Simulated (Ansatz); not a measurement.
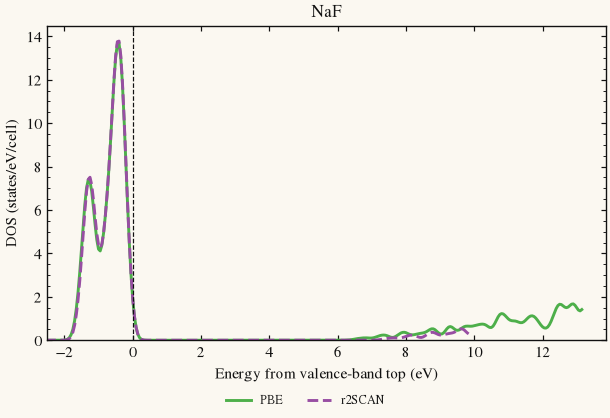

Total densities of states of NaF, space group P2_1/m (No. 11), 4 atoms in the cell, NiAs type, shear (xy) strain +0.3%, by two methods on the same cell. The curves are built from the levels of the k mesh with Gaussians 0.3 eV wide, which also blur the band edges. Each is counted from its own valence-band top.

**What changes from one method to the other?**

PBE gives a gap of 6.35 eV and r2SCAN gives a gap of 7.18 eV.

Settings. PBE: DFT, PBE, plane waves, PAW, no spin polarisation, 12×12×6 k mesh, 420 eV cutoff, Fermi-Dirac smearing of 0.02 eV (Ansatz). r2SCAN: DFT, r2SCAN, plane waves, PAW, no spin polarisation, 12×12×6 k mesh, 500 eV cutoff (Ansatz 0.2.0).
